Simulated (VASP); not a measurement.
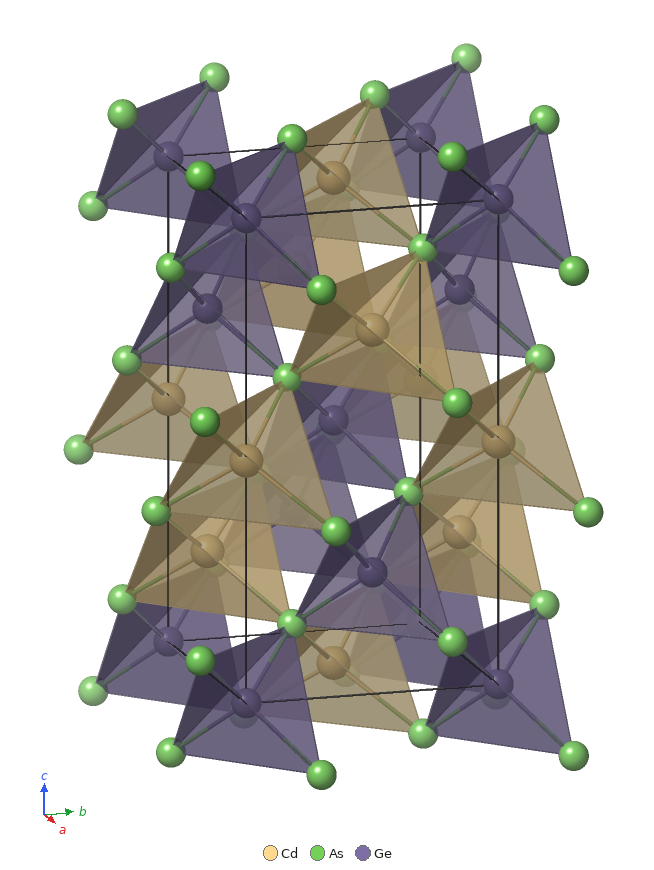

CdGeAs₂, chalcopyrite, space group I-42d (No. 122), a = 5.978 Å, b = 5.978 Å, c = 11.329 Å, α = 90.00°, β = 90.00°, γ = 90.00°. The figure gives a polyhedral picture of the atoms, viewed slightly off an axis. The lines enclose the conventional unit cell; boundary atoms appear with their images. A few atoms beyond the faces are included. This one geometry was run with four functionals. The cell is a structure listed in the Materials Project.

Alike in all runs: VASP 6.6.1; cutoff 520 eV; k mesh 6 × 6 × 6 on the run's cell of 8 atoms; occupations gaussian, width 0.02 eV; no spin polarisation; no spin-orbit coupling. LDA runs use LDA potentials, the others PBE ones.

| level | pressure (GPa) | gap (eV) |
| --- | --- | --- |
| PBEsol | -0.5 | 0.02 |
| PBE | ? | ? |
| r2SCAN | 0.0 | 0.08 |
| LDA | -2.3 | 0.02 |

Q: Fill in the row of PBE.

A: Pressure 2.4 GPa; gap 0.02 eV. That is the highest pressure of all.

Q: Order the levels by the equilibrium volume that these pressures point to, smallest first.

A: LDA (-2.3 GPa), PBEsol (-0.5 GPa), r2SCAN (0.0 GPa), PBE (2.4 GPa). A higher pressure at one volume points to a larger equilibrium volume, as long as the bulk moduli are alike; rows a few tenths of a GPa apart can't be told apart.

Gaps are the least found on the k-mesh or band path.

Caveat: the mesh misses the band edges, which the band path finds closer together; rows whose functional differs from that of their potentials carry a shift in pressure and volume, which can reorder them; gaps of a few tenths of an eV or less are fragile: at this level of theory the bands may already be inverted off the mesh, while the real compound's gap is often wider than semilocal functionals give.
